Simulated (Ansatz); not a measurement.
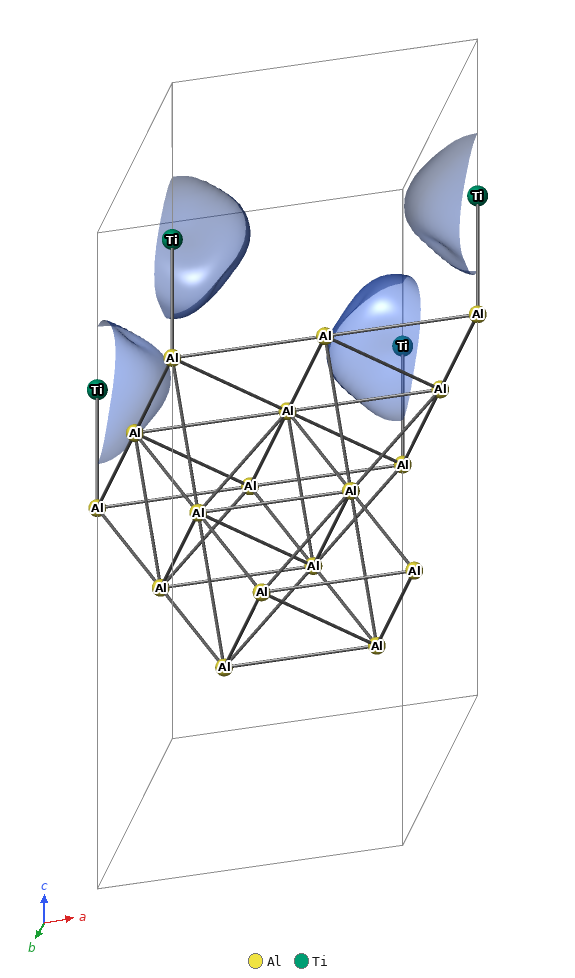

TiAl$_{12}$ (slab). Isosurfaces of the spin density (up minus down) at +0.05 (blue) and −0.05 e/Å³ (red), seen at an oblique angle. Sticks mark near contacts.

A point of a scan over the structure, not its minimum; not relaxed (largest force 1.4 eV/Å); the SCF solution may not be the lowest one; PAW files of the earlier set (soft_1); spin-polarised.

These are results of DFT PBEsol, scalar-relativistic, plane waves, PAW (Ansatz 0.2.0), not measurements.

Core electrons are frozen (PAW), and the valence fields are smoothed inside the atomic spheres.

**Which atoms carry the moments, and with what signs?**

The spin density sits on Ti: +1.6 μB in one cell of 13 atoms: a single local moment. The cell of the calculation (13 atoms) carries 2.6 μB of net spin moment. Only one sign reaches the isovalue.
